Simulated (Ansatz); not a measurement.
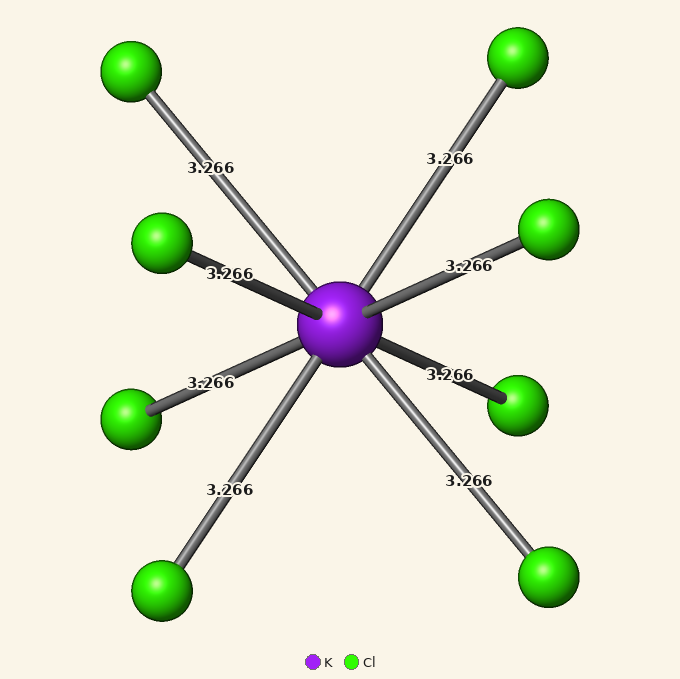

The surroundings of site K1 (at 0.000, 0.000, 0.000) in KCl (Pm-3m), with bond lengths in Å.

Source of the atomic positions: a calculation's input that goes back to an entry of the Crystallography Open Database (an earlier step may have relaxed or displaced it).

```
K Cl
1.0
     3.77081    0.00000    0.00000
     0.00000    3.77081    0.00000
     0.00000    0.00000    3.77081
K Cl
1 1
Direct
  0.00000 0.00000 0.00000
  0.50000 0.50000 0.50000
```

Bond valence s = exp((R0 − d)/b), R0 fitted to published crystal structures with b = 0.37 Å; R0 in Å: K+–Cl 2.509.

Calculate the bond-valence sum of K1 from the bonds drawn.

Answer. 8 × 0.129 = 1.03 v.u., against a formal valence of 1: a close match.

And over the whole structure?

Answer.
```csv
site,"x, y, z",formal valence,bond-valence sum,difference
K1,"0.000, 0.000, 0.000",+1,1.04,0.04
Cl1,"0.500, 0.500, 0.500",−1,1.04,0.04
```

These sums include all anions within 5 Å. The global instability index (root mean square of the differences over all atoms) is 0.04 v.u.: little strain. The cell was not relaxed for this table, and a volume that is off by a few per cent shifts all sums together.
